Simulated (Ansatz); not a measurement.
# PbO: what the fields show

```xyz
4
Lattice="4.1997 0.0000 0.0000 -2.0998 3.6370 0.0000 0.0000 0.0000 5.8509" Properties=species:S:1:pos:R:3 pbc="T T T"
Pb    2.0999    1.2123    0.0844
Pb    0.0000    2.4247    3.0098
O     2.0999    1.2123    3.5736
O     0.0000    2.4247    0.6482
```

Space group P6₃mc; started from the wurtzite prototype, which need not be the ambient phase; computed pressure about −2 GPa in this cell.

Method: DFT r2SCAN, scalar-relativistic, plane waves, PAW in Ansatz 0.2.0.

The density is the valence pseudo-density of a PAW calculation; it isn't the true density close to the nuclei.

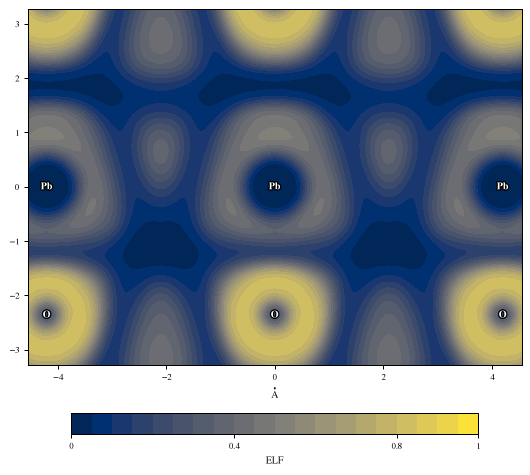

Figure 1. ELF on the (100) plane of the conventional cell.

> What does the map show?

- The section cuts through Pb and O sites.
- Pb–O (2.36 Å): the ELF is about 0.15 at the midpoint; no shared electron pair shows on this line.

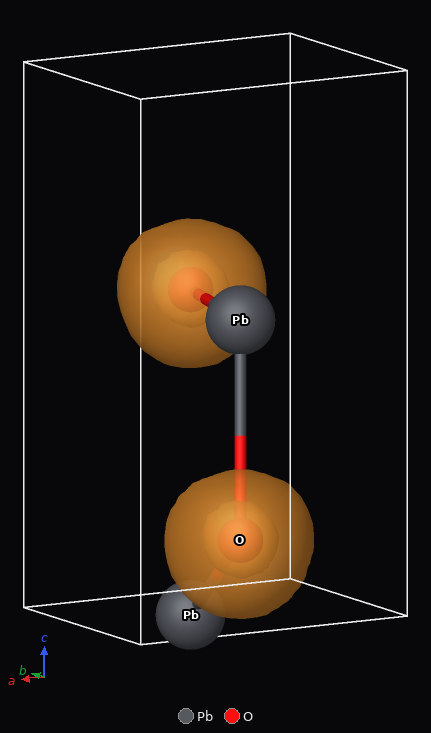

Figure 2. Isosurface of the electron localisation function at 0.75 (orange), seen at an oblique angle. Only the valence region is drawn (cores and ρ < 0.01 e/Å³ removed). Sticks mark near contacts.

> Where are the electrons localised?

At this value the surface marks out two regions wrapped around O (the valence shell of each), counted in one cell of 4 atoms. Any copies at cell faces, edges or corners count once.


 Pb–O (2.49 Å): the ELF is about 0.15 at the midpoint; no shared electron pair shows on this line.

> Does the calculation give a band gap?

It is gapped, with a Kohn–Sham gap of 2.1 eV on the k-point mesh (the band edges may lie off the mesh, which would make the gap smaller).
